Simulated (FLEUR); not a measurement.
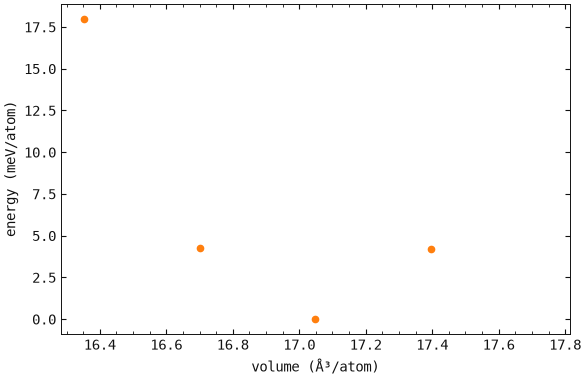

The plot gives the computed energy against volume for TaAs, space group I4_1md (No. 109).

Cell as given: a = 6.353 Å, b = 6.353 Å, c = 6.353 Å, α = 148.55°, β = 148.55°, γ = 45.07°; 4 atoms.

Method: all-electron LAPW DFT, no spin polarisation; energies at scaled volumes of the given cell, shape and fractions fixed, counted from the fit's minimum, third-order Birch-Murnaghan fit (FLEUR MaX-R8.1 (later development tree)). Level: PBEsol.

k mesh 11×11×11; occupations Fermi–Dirac; smearing width 0.05 eV; potentials all electron; program settings basis FLAPW, kmax 4.95 1/bohr.

The point at volume 17.74 Å³/atom is left out of the plot. What does the calculation give there?

```tsv
volume (Å³/atom)	energy (meV/atom)
17.74	16.03
```

Keep in mind: shape and atomic fractions are frozen while scaling, which makes layered, chain and framework solids too stiff.
